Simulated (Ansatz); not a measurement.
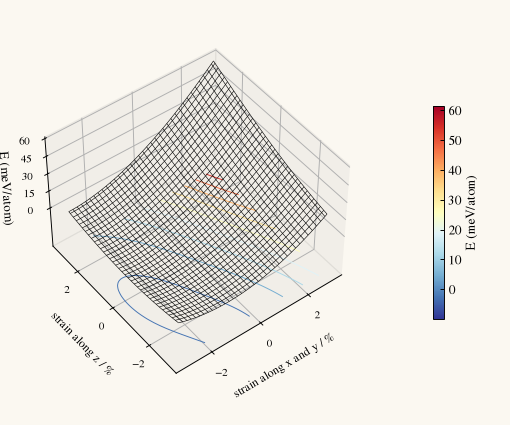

Energy landscape of Al (Fm-3m, No. 225; 1 atom in the cell). 
- The cell is strained homogeneously, by one strain along x and y and another along z, with fractional coordinates fixed (x, y and z along the cube axes).
- First axis: strain along x and y. Second axis: strain along z.
- The grid has 5 × 5 points.
- Energies are in meV/atom, from the unstrained cell.
- The reference cell is the one listed in the database, not relaxed at this level.
- These are results of DFT PBE+D3(BJ), scalar-relativistic, plane waves, PAW (Ansatz 0.2.0), not measurements. Settings: cutoff 420 eV, k-mesh 20×20×20, gaussian smearing 0.15 eV, no spin polarisation.

In the figure: a relief with its contours projected below. Between grid points the surface is interpolated. 

Summarise what can be read from the map.

Answer. The lowest grid point is at strain along x and y = −1.5 %, strain along z = −1.5 %, −9.8 meV/atom from the unstrained cell. No other kind of well shows on this grid. The highest grid point, strain along x and y = 3.0 %, strain along z = 3.0 %, lies 71.2 meV/atom above the lowest.
